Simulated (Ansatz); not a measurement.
Run report: SnGe2, geometry relaxation (part 2 of 2)

The same run, continued: SnGe2 (P-3m1, 6 atoms in the cell); DFT, PBE, plane waves, PAW, no spin polarisation (Ansatz 0.2.0); cutoff 420 eV, 6×6×2 k-mesh, Fermi–Dirac smearing of 0.02 eV. The structure was built on a prototype by a generator.

Geometry of the input (Å; fractional positions):
```
4.1260  0.0000  0.0000
-2.0630  3.5732  0.0000
0.0000  0.0000  10.1067
Ge 0.3333  0.6667  0.7083
Ge 0.0000  0.0000  0.3750
Sn 0.6667  0.3333  0.0417
Ge 0.0000  0.0000  0.6250
Ge 0.6667  0.3333  0.2917
Sn 0.3333  0.6667  0.9583
```

```
basis re-selected at this cell: Δ(F+E_penalty+E_count) = -4.572e-3 eV, ΔP = +0.025 GPa vs the last step (what re-selecting the basis moved, of the pressure what is left beyond the Pulay correction that the steps carried, after the strain that the cell walked since its last selection, with what the two solves' SCF thresholds leave and, on support functions, any second-order correction that the steps lacked; it is no measure of the basis error at this ecutwfc). This SCF's stress stands 4.52e-2 GPa from its target on what of the cell is left free (relax.cell.stress_tol is 5.00e-2 GPa) and its largest allowed force component is 3.21e-3 eV/Å (relax.f_tol is 5.00e-3 eV/Å): within both
SCF converged after 10 iterations
Free energy (F): -29227.806428 eV
Harris-Foulkes:  -29227.806428 eV  (|F-HF|=8.37e-10)
Internal energy: -29227.803824 eV  (E = F + TS)
E sigma→0 (E₀):  -29227.805126 eV
Entropy (-TS):   -0.002604 eV (-0.434 meV/atom)
Fermi energy:    7.568806 eV
--- Per-component energies (eV) ---
  E_band       = -906.185795
  E_kinetic    = 815.392117
  E_local      = -12668.154592  (includes V_loc(G=0)·N_el)
  E_nonlocal   = 1605.527587
  E_hartree    = 5873.804689
  E_xc         = -1064.046804
  E_vxc        = -446.203203  (∫ρ·V_xc dr)
  E_paw        = -16351.400718  (= ΣΔE_a)
  E_vpaw       = -1960.358140  (= ΣTr[D̂ρ^β])
  E_aug_tail   = 0.001088  (compensation charges beyond the density's cutoff)
  E_ewald      = -7438.927192
  E_smearing   = -0.002604  (= −TS)
  E_closure    = 0.000000  (closes the sum)
  Σ components = -29227.806428   (vs F -29227.806428, Δ=0.00e0)
--- Forces (eV/Å), atoms counted from 1 ---
  atom   1  Ge     0.00000000    -0.00000000    -0.00321106
  atom   2  Ge     0.00000000    -0.00000000     0.00021524
  atom   3  Sn     0.00000000    -0.00000000    -0.00105848
  atom   4  Ge    -0.00000000     0.00000000    -0.00021524
  atom   5  Ge    -0.00000000     0.00000000     0.00321106
  atom   6  Sn    -0.00000000     0.00000000     0.00105848
  max |Σ_I F_I| component: 4.63e-18 eV/Å
--- Stress (GPa, compression-positive) ---
        0.045249      -0.000000       0.000000
       -0.000000       0.045249      -0.000000
        0.000000      -0.000000       0.023476
  P = ⅓ Tr σ = 0.0380 GPa (0.380 kbar)
--- Band table (eV; the first three rows and the last of 14) ---
  k-point 0: bands = ["-17.3047", "-17.3047", "-17.3007", "-17.3007", "-17.3002", "-17.2686", "-17.2686", "-17.2514", "-17.2514", "-17.2463", "-17.2370", "-17.1625", "-17.1625", "-17.1493", "-17.1493", "-17.1381", "-17.1381", "-17.1101", "-17.1101", "-17.1038", "-14.0717", "-14.0717", "-13.9094", "-13.9094", "-13.8657", "-13.7210", "-13.6273", "-13.6273", "-13.5286", "-13.5286", "-4.1977", "-3.1707", "-2.4937", "1.6017", "2.0097", "6.0160", "6.0914", "6.0914", "6.6341", "6.6341", "6.7015", "7.4783", "8.1119", "8.1119", "8.8263", "9.8331", "9.8331", "10.1922", "10.7762", "10.7762", "11.3480"]
  k-point 1: bands = ["-17.3047", "-17.3047", "-17.3007", "-17.3007", "-17.3002", "-17.2686", "-17.2686", "-17.2514", "-17.2514", "-17.2462", "-17.2370", "-17.1625", "-17.1625", "-17.1493", "-17.1493", "-17.1381", "-17.1381", "-17.1101", "-17.1101", "-17.1038", "-14.0717", "-14.0717", "-13.9094", "-13.9094", "-13.8657", "-13.7210", "-13.6273", "-13.6273", "-13.5286", "-13.5286", "-4.1251", "-3.4687", "-2.0933", "0.5466", "4.0852", "4.3071", "6.0573", "6.0573", "6.7345", "6.7345", "6.9013", "7.2189", "7.9283", "7.9283", "9.7261", "10.3248", "10.3248", "10.3765", "10.5149", "10.5149", "11.2256"]
  k-point 2: bands = ["-17.3185", "-17.3121", "-17.3062", "-17.3044", "-17.2965", "-17.2605", "-17.2586", "-17.2527", "-17.2427", "-17.2399", "-17.2281", "-17.1771", "-17.1748", "-17.1557", "-17.1503", "-17.1362", "-17.1286", "-17.1132", "-17.1070", "-17.0915", "-14.0702", "-14.0515", "-13.9067", "-13.8871", "-13.8505", "-13.7335", "-13.6465", "-13.6346", "-13.5508", "-13.5270", "-3.9471", "-2.9244", "-2.2205", "1.3558", "1.9194", "4.2028", "4.6506", "5.6035", "5.8937", "6.3488", "6.9090", "7.4796", "8.1059", "8.3719", "9.4549", "10.0570", "10.3035", "10.6492", "10.9962", "11.3415", "11.7133"]
  k-point 13: bands = ["-17.3366", "-17.3366", "-17.3309", "-17.2930", "-17.2930", "-17.2603", "-17.2313", "-17.2313", "-17.2175", "-17.2173", "-17.2058", "-17.2058", "-17.1907", "-17.1834", "-17.1834", "-17.1363", "-17.1363", "-17.0906", "-17.0906", "-17.0728", "-14.0688", "-13.9030", "-13.9030", "-13.8109", "-13.7918", "-13.7918", "-13.7247", "-13.6664", "-13.6664", "-13.5235", "-2.0185", "-1.4236", "-1.4236", "-0.0742", "0.6998", "0.6998", "3.8197", "3.8197", "4.4141", "5.0019", "5.0735", "5.0735", "9.8309", "9.8309", "10.1959", "10.3855", "10.8775", "10.8775", "12.1122", "12.3996", "12.3996"]
--- Relaxed structure (4 steps of the walk, 4 accepted, 1 SCFs on fresh bases) ---
  F+E_penalty+E_count = -29227.80642816 eV   max|allowed force component| = 3.211e-3 eV/Å   (the final SCF, on the basis selected at the relaxed cell)
  cell:  # Å, volume = 168.7465 Å³
    - [4.279041874132816, -7.994116283470333e-33, 3.197646513388133e-33]
    - [-2.139520937066408, 3.7057589668563935, 1.9516655479296998e-32]
    - [-3.9163011677845877e-33, 9.497030331877621e-32, 10.641703908960103]
  atoms:
    - { symbol: Ge, position: [0.3333333333333333, 0.6666666666666666, 0.6880441401143679] }
    - { symbol: Ge, position: [1.725447150779527e-33, 1.814586418200272e-33, 0.38189417750714094] }
    - { symbol: Sn, position: [0.6666666666666666, 0.3333333333333333, 0.05981774378890441] }
    - { symbol: Ge, position: [-4.105096254495698e-34, -1.8505188225210657e-33, 0.6181058224928592] }
    - { symbol: Ge, position: [0.6666666666666666, 0.3333333333333333, 0.31195585988563224] }
    - { symbol: Sn, position: [0.3333333333333333, 0.6666666666666666, 0.9401822562110956] }
```

**File v_z.tsv**
```
# z_ang	v_es[eV]	v_tot[eV]
# format = ansatz-planar-average/11
# xc	pbe
# density_cutoff_ev	1680
# datasets	Ge=:simpson_from_first_knot:soft	Sn=:simpson_from_first_knot:soft
# lattice	4.279041874	-0.000000000	0.000000000
# lattice	-2.139520937	3.705758967	0.000000000
# lattice	-0.000000000	0.000000000	10.641703909
# sites	6
# site	32	0.000000000	2.470505978	7.321962015
# site	32	0.000000000	0.000000000	4.064004762
# site	50	2.139520937	1.235252989	0.636562718
# site	32	-0.000000000	0.000000000	6.577699147
# site	32	2.139520937	1.235252989	3.319741894
# site	50	-0.000000000	2.470505978	10.005141191
0.000000	1.775752e0	-9.414953e0
0.147801	2.398517e0	-8.896016e0
0.295603	3.905892e0	-7.624591e0
0.443404	5.468045e0	-6.234031e0
0.591206	6.435737e0	-5.198484e0
0.739007	6.686411e0	-4.567677e0
0.886809	6.390389e0	-4.176118e0
1.034610	5.936766e0	-3.725332e0
1.182412	5.789476e0	-2.893696e0
1.330213	6.248616e0	-1.534754e0
1.478014	7.264552e0	1.775562e-1
1.625816	8.432564e0	1.781606e0
1.773617	9.283959e0	2.866212e0
1.921419	9.707308e0	3.398117e0
2.069220	9.801435e0	3.491934e0
2.217022	9.577671e0	3.139276e0
2.364823	8.987208e0	2.260940e0
2.512625	7.912914e0	7.308832e-1
2.660426	6.497205e0	-1.276292e0
2.808227	5.026565e0	-3.463734e0
2.956029	3.607118e0	-5.628002e0
3.103830	2.240159e0	-7.656523e0
3.251632	8.803536e-1	-9.554451e0
3.399433	-3.001644e-1	-1.112970e1
3.547235	-1.028405e0	-1.213756e1
3.695036	-1.259042e0	-1.247569e1
3.842838	-1.022599e0	-1.211554e1
3.990639	-2.849226e-1	-1.108599e1
4.138440	9.013057e-1	-9.492990e0
4.286242	2.259554e0	-7.585380e0
4.434043	3.630088e0	-5.546465e0
4.581845	5.059688e0	-3.373547e0
4.729646	6.539960e0	-1.196420e0
4.877448	7.953789e0	7.690099e-1
5.025249	9.005259e0	2.224121e0
5.173051	9.561656e0	3.023197e0
5.320852	9.734736e0	3.278259e0
5.468653	9.561656e0	3.023197e0
5.616455	9.005259e0	2.224121e0
5.764256	7.953789e0	7.690099e-1
5.912058	6.539960e0	-1.196420e0
6.059859	5.059688e0	-3.373547e0
6.207661	3.630088e0	-5.546465e0
6.355462	2.259554e0	-7.585380e0
6.503263	9.013057e-1	-9.492990e0
6.651065	-2.849226e-1	-1.108599e1
6.798866	-1.022599e0	-1.211554e1
6.946668	-1.259042e0	-1.247569e1
7.094469	-1.028405e0	-1.213756e1
7.242271	-3.001644e-1	-1.112970e1
7.390072	8.803536e-1	-9.554451e0
7.537874	2.240159e0	-7.656523e0
7.685675	3.607118e0	-5.628002e0
7.833476	5.026565e0	-3.463734e0
7.981278	6.497205e0	-1.276292e0
8.129079	7.912914e0	7.308832e-1
8.276881	8.987208e0	2.260940e0
8.424682	9.577671e0	3.139276e0
8.572484	9.801435e0	3.491934e0
8.720285	9.707308e0	3.398117e0
8.868087	9.283959e0	2.866212e0
9.015888	8.432564e0	1.781606e0
9.163689	7.264552e0	1.775562e-1
9.311491	6.248616e0	-1.534754e0
9.459292	5.789476e0	-2.893696e0
9.607094	5.936766e0	-3.725332e0
9.754895	6.390389e0	-4.176118e0
9.902697	6.686411e0	-4.567677e0
10.050498	6.435737e0	-5.198484e0
10.198300	5.468045e0	-6.234031e0
10.346101	3.905892e0	-7.624591e0
10.493902	2.398517e0	-8.896016e0
```

**Trajectory as extended XYZ (Å, eV, eV/Å), 5 frames, from step=1 to step=5**
```
6
Lattice="4.1260 0.0000 0.0000 -2.0630 3.5732 0.0000 0.0000 0.0000 10.1067" Properties=species:S:1:pos:R:3:forces:R:3 step=1 energy=-29226.67432 pressure_GPa=10.28
Ge    0.0000    2.3822    7.1589    0.0000   0.0000  -1.3992
Ge    0.0000    0.0000    3.7900    0.0000   0.0000   0.0704
Sn    2.0630    1.1911    0.4211    0.0000   0.0000   1.6993
Ge    0.0000    0.0000    6.3167    0.0000   0.0000  -0.0704
Ge    2.0630    1.1911    2.9478    0.0000   0.0000   1.3992
Sn    0.0000    2.3822    9.6856    0.0000   0.0000  -1.6993
6
Lattice="4.2810 0.0000 0.0000 -2.1405 3.7075 0.0000 0.0000 0.0000 10.3780" Properties=species:S:1:pos:R:3:forces:R:3 step=2 energy=-29227.75866 pressure_GPa=1.36
Ge    0.0000    2.4716    7.1508    0.0000   0.0000  -0.1592
Ge    0.0000    0.0000    3.9237    0.0000   0.0000   0.2933
Sn    2.1405    1.2358    0.6022    0.0000   0.0000  -0.0757
Ge    0.0000    0.0000    6.4542    0.0000   0.0000  -0.2933
Ge    2.1405    1.2358    3.2272    0.0000   0.0000   0.1592
Sn    0.0000    2.4716    9.7758    0.0000   0.0000   0.0757
6
Lattice="4.2768 0.0000 0.0000 -2.1384 3.7038 0.0000 0.0000 0.0000 10.6042" Properties=species:S:1:pos:R:3:forces:R:3 step=3 energy=-29227.80071 pressure_GPa=0.22
Ge    0.0000    2.4692    7.2930    0.0000   0.0000   0.0176
Ge    0.0000    0.0000    4.0430    0.0000   0.0000   0.0831
Sn    2.1384    1.2346    0.6353    0.0000   0.0000  -0.0227
Ge    0.0000    0.0000    6.5612    0.0000   0.0000  -0.0831
Ge    2.1384    1.2346    3.3112    0.0000   0.0000  -0.0176
Sn    0.0000    2.4692    9.9689    0.0000   0.0000   0.0227
6
Lattice="4.2790 0.0000 0.0000 -2.1395 3.7058 0.0000 0.0000 0.0000 10.6417" Properties=species:S:1:pos:R:3:forces:R:3 step=4 energy=-29227.80186 pressure_GPa=0.01
Ge    0.0000    2.4705    7.3220    0.0000   0.0000  -0.0039
Ge    0.0000    0.0000    4.0640    0.0000   0.0000   0.0000
Sn    2.1395    1.2353    0.6366    0.0000   0.0000  -0.0009
Ge    0.0000    0.0000    6.5777    0.0000   0.0000   0.0000
Ge    2.1395    1.2353    3.3197    0.0000   0.0000   0.0039
Sn    0.0000    2.4705   10.0051    0.0000   0.0000   0.0009
6
Lattice="4.2790 0.0000 0.0000 -2.1395 3.7058 0.0000 0.0000 0.0000 10.6417" Properties=species:S:1:pos:R:3:forces:R:3 step=5 energy=-29227.80643 pressure_GPa=0.04
Ge    0.0000    2.4705    7.3220    0.0000   0.0000  -0.0032
Ge    0.0000    0.0000    4.0640    0.0000   0.0000   0.0002
Sn    2.1395    1.2353    0.6366    0.0000   0.0000  -0.0011
Ge    0.0000    0.0000    6.5777    0.0000   0.0000  -0.0002
Ge    2.1395    1.2353    3.3197    0.0000   0.0000   0.0032
Sn    0.0000    2.4705   10.0051    0.0000   0.0000   0.0011
```

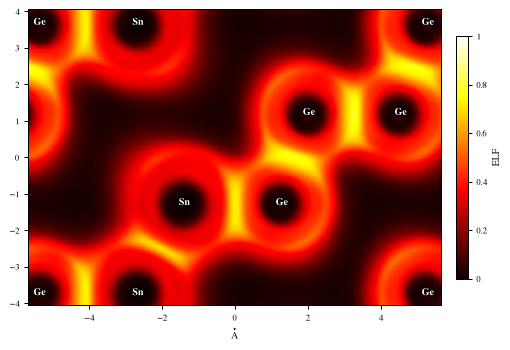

ELF on the (110) plane of the conventional cell. Sn–Ge (2.68 Å): the ELF peaks at about 0.70 between the atoms. Sn–Sn (2.78 Å): the ELF peaks at about 0.65 between the atoms. Core electrons are frozen (PAW), so the fields are smoothed inside the atomic spheres.

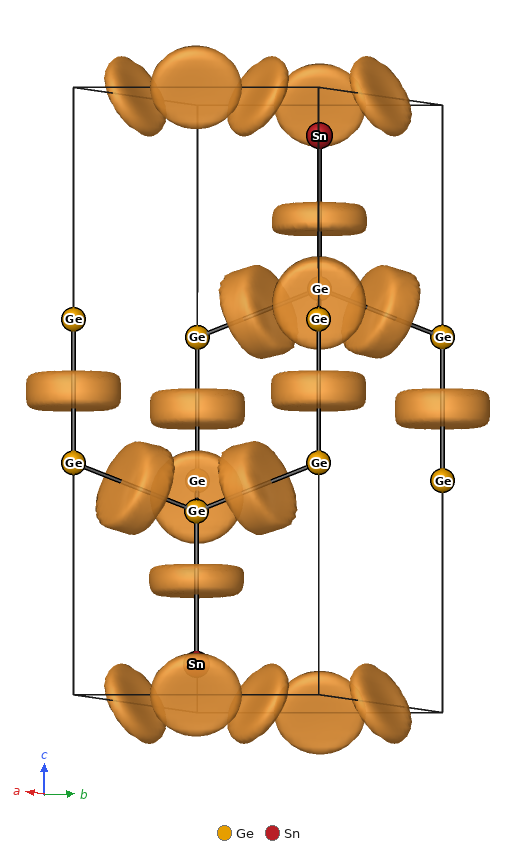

Isosurface of the electron localisation function at 0.55 (orange), seen at an oblique angle. Only the valence region is drawn (cores and ρ < 0.01 e/Å³ removed). Sticks mark near contacts. The outline is the cell set on symmetry axes. Values along the shortest contacts: Ge–Ge (2.51 Å): the ELF peaks at about 0.75 between the atoms, which marks localised, shared-pair bonding. Sn–Ge (2.68 Å): the ELF peaks at about 0.70 between the atoms.
